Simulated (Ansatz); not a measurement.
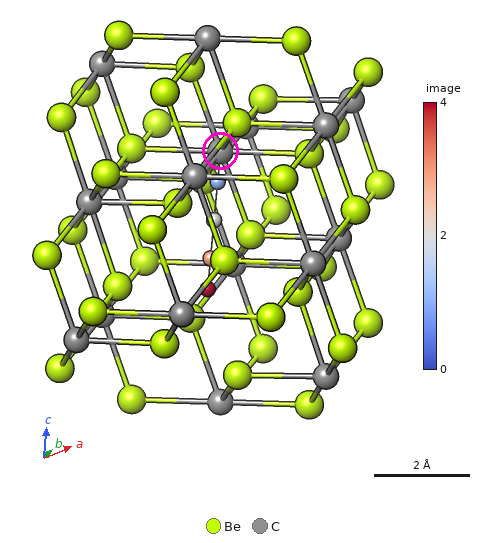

A nudged-elastic-band calculation for a defect cell of composition Be16C7 with a C vacancy (23 atoms in the cell). Images are numbered from 0 (start) to 4 (end). The start is drawn whole; smaller spheres mark the moving atoms (C) in the later images, joined by lines and coloured by the number of the image. Style: ball-and-stick. Shown: the atoms within 4.6 Å of the middle of the path, slightly off an axis. The moving atom is ringed, with any periodic copies. Bonds to atoms that aren't drawn are left out.

Theory: DFT, PAW plane waves, PBE (Ansatz 0.2.0). Settings: plane-wave cutoff 420 eV; k-point mesh 3 × 3 × 3; Gaussian smearing 0.1 eV; 3 movable images; climbing image; force threshold 0.1 eV/Å; iteration limit 40.

Question: Describe the path and its energy.

Answer: It is a vacancy jump: a nearby atom moves into the empty site and leaves its own site empty. A C atom travels furthest, 3.10 Å from end to end, along −c, on a straight line. At the highest image its nearest neighbour (Be) is 1.57 Å away, against 1.89 Å at the start, and the surrounding atoms stand up to 0.45 Å off the mean of their end positions. The two ends have the same energy, and the highest point, image 2, lies 4.97 eV above the start. The band converged in 6 iterations. The largest component of the band force went from 36 to 0.062 eV/Å. The climbing image converged on the top of the path. Its curvatures weren't checked. The force threshold of 0.1 eV/Å is loose, so the barrier is approximate.

Limits of the set-up: the periodic images lie only 6.2 Å apart, so the values are limited by the cell's size.

Cost: 83 s on 4 threads of Arm Neoverse V2, with other jobs on the host, peak memory 0.93 GiB.
